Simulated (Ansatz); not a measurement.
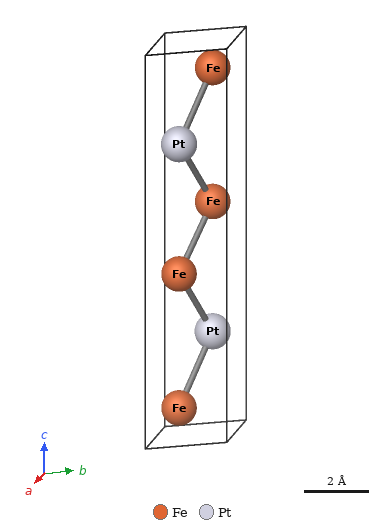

An orthographic ball-and-stick view of the structure, slightly off an axis. The lines enclose the conventional unit cell; boundary atoms appear with their images. Cell: a = 2.69 Å, b = 2.69 Å, c = 12.96 Å, α = 90.00°, β = 90.00°, γ = 120.00°.

Starting structure: a structure type filled with these elements by a generator (whether the compound takes this form wasn't checked). Earlier steps of the study, as a rule a relaxation of our own, may have changed the cell and positions, so they can lie some per cent off the listed ones. A calculation with Ansatz used it as input.

Describe the arrangement of the atoms.

Its composition is Fe2Pt. Space group P6_3/mmc (No. 194), lattice primitive hexagonal. It has 6 atoms to the cell (4 Fe, 2 Pt). Around each Fe lie nine Fe and three Pt in an anticuboctahedral arrangement (about 2.6 to 2.7 Å to Fe, 2.7 Å to Pt). The coordination shell of Pt holds six Fe and six Pt in an anticuboctahedral arrangement (about 2.7 Å to Fe, 2.7 Å to Pt). The bonds build a three-dimensional framework.

The numbers come from Ansatz, DFT PBE, scalar-relativistic, plane waves, PAW, using a plane-wave cutoff of 420 eV, Brillouin-zone sampling on an 18×18×4 mesh, Gaussian smearing of 0.1 eV, collinear spins.

Which atoms carry magnetic moments in this run, and how do they order?

The state reached is ferromagnetic. Sizes: Fe 2.8 μB and Pt 0.3 μB; net moment 11.6 μB in the run's cell of 6 atoms.

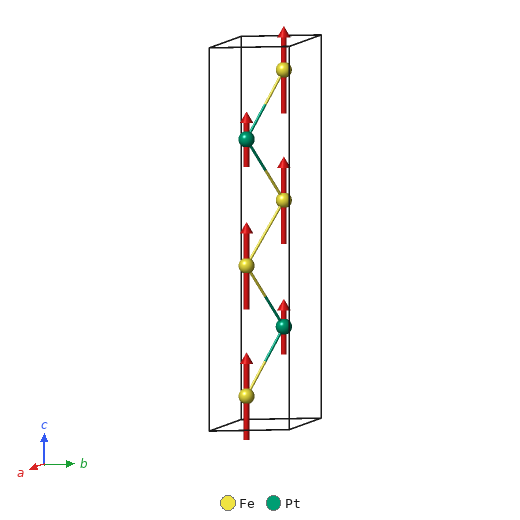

Site moments above 0.25 μB as arrows, small induced ones on non-metal atoms left out (red along the largest or up, blue against, purple across). The run's cell of 6 atoms is drawn.

What does the calculation say: metal or gapped?

A metal: bands cross the Fermi level.

How charged are the atoms, by the Bader scheme?

Fe +0.24 e; Pt -0.48 e.

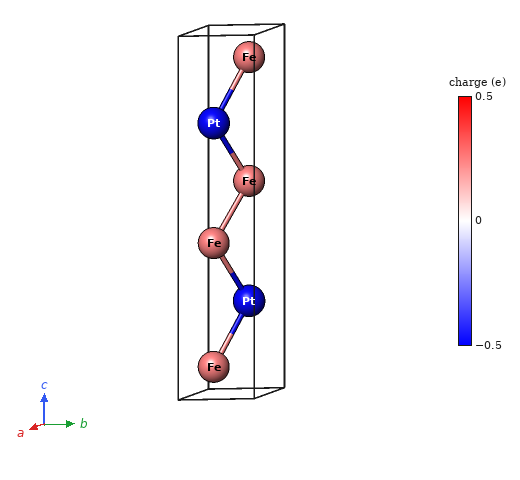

The atoms coloured by those charges. The run's cell of 6 atoms is drawn.

Does the calculation find this structure at rest?

Yes. All forces vanish to within 0.01 eV/Å. The pressure is 0.0 GPa, close to zero.
